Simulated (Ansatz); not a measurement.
```yaml
crystal:
  lattice:
    - [9.75200, 0.00000, 0.00000]
    - [0.00000, 3.80200, 0.00000]
    - [-0.31635, 0.00000, 9.43670]
  atoms:
    - { symbol: Ti, position: [0.05380, 0.00000, 0.36590] }
    - { symbol: Ti, position: [0.55380, 0.50000, 0.36590] }
    - { symbol: Ti, position: [0.44620, 0.50000, 0.63410] }
    - { symbol: Ti, position: [0.94620, 0.00000, 0.63410] }
    - { symbol: Ti, position: [0.27860, 0.50000, 0.26690] }
    - { symbol: Ti, position: [0.77860, 0.00000, 0.26690] }
    - { symbol: Ti, position: [0.22140, 0.00000, 0.73310] }
    - { symbol: Ti, position: [0.72140, 0.50000, 0.73310] }
    - { symbol: Ti, position: [0.12800, 0.00000, 0.04400] }
    - { symbol: Ti, position: [0.62800, 0.50000, 0.04400] }
    - { symbol: Ti, position: [0.37200, 0.50000, 0.95600] }
    - { symbol: Ti, position: [0.87200, 0.00000, 0.95600] }
    - { symbol: O, position: [0.45300, 0.50000, 0.15800] }
    - { symbol: O, position: [0.95300, 0.00000, 0.15800] }
    - { symbol: O, position: [0.04700, 0.00000, 0.84200] }
    - { symbol: O, position: [0.54700, 0.50000, 0.84200] }
    - { symbol: O, position: [0.36600, 0.50000, 0.44100] }
    - { symbol: O, position: [0.86600, 0.00000, 0.44100] }
    - { symbol: O, position: [0.13400, 0.00000, 0.55900] }
    - { symbol: O, position: [0.63400, 0.50000, 0.55900] }
    - { symbol: O, position: [0.24100, 0.00000, 0.24500] }
    - { symbol: O, position: [0.74100, 0.50000, 0.24500] }
    - { symbol: O, position: [0.25900, 0.50000, 0.75500] }
    - { symbol: O, position: [0.75900, 0.00000, 0.75500] }
    - { symbol: O, position: [0.08800, 0.50000, 0.34500] }
    - { symbol: O, position: [0.58800, 0.00000, 0.34500] }
    - { symbol: O, position: [0.41200, 0.00000, 0.65500] }
    - { symbol: O, position: [0.91200, 0.50000, 0.65500] }
    - { symbol: O, position: [0.17600, 0.50000, 0.06000] }
    - { symbol: O, position: [0.67600, 0.00000, 0.06000] }
    - { symbol: O, position: [0.32400, 0.00000, 0.94000] }
    - { symbol: O, position: [0.82400, 0.50000, 0.94000] }
```

Space group C2/m; not relaxed (largest force 0.7 eV/Å); the program warned that a starting moment wasn't kept; spin-polarised, but the moments vanished.

The calculation used Ansatz, DFT r2SCAN, scalar-relativistic, plane waves, PAW.

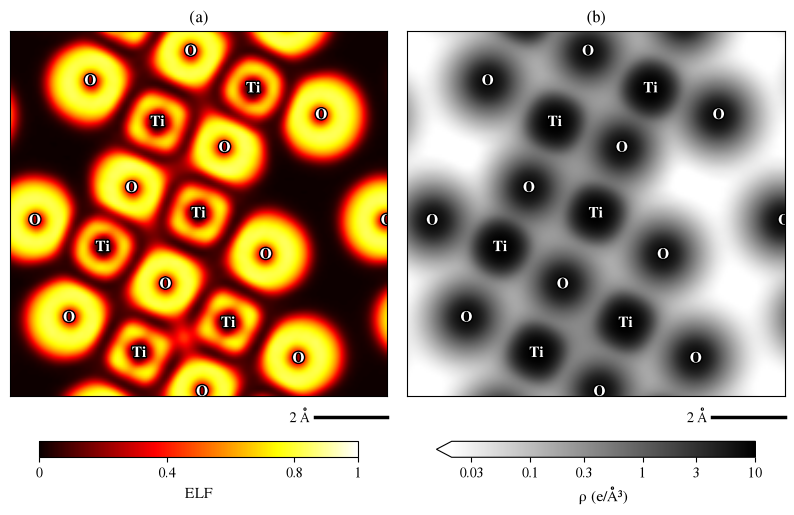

Ti3O5. (a) electron localisation function; (b) valence electron density on the (010) plane of the conventional cell.

In a PAW calculation such maps are meaningful between the atoms, not at the nuclei.

### Read the bonding off the picture.

The section cuts through Ti and O sites.
Ti–O (1.83 Å): the density is about 0.96 e/Å³ at the midpoint; the ELF peaks at about 0.80 in the valence shell of O, 0.5 Å from its nucleus, and is about 0.20 at the midpoint: no localised pair shows between them.
Ti–Ti (2.60 Å): ρ at the midpoint is about 0.36 e/Å³; the ELF is about 0.45 at the midpoint.
Ti–O (1.96 Å): ρ is about 0.65 e/Å³ halfway; the ELF peaks at about 0.85 in the valence shell of O, 0.6 Å from its nucleus, and is about 0.15 at the midpoint; no shared electron pair shows on this line.
Ti–O (1.99 Å): the density is about 0.64 e/Å³ at the midpoint; the ELF peaks at about 0.80 in the valence shell of O, 0.6 Å from its nucleus, and is about 0.15 at the midpoint; no localised pair shows between them.
Ti–O (2.02 Å): ρ is about 0.58 e/Å³ halfway; the ELF peaks at about 0.80 in the valence shell of O, 0.6 Å from its nucleus, and is about 0.15 at the midpoint; no localised pair shows between them.
Between the atoms the lowest density in this plane is 0.02 e/Å³.
The features right at Ti lie inside the PAW spheres, where the map follows smoothed inner orbitals and isn't to be read closely.
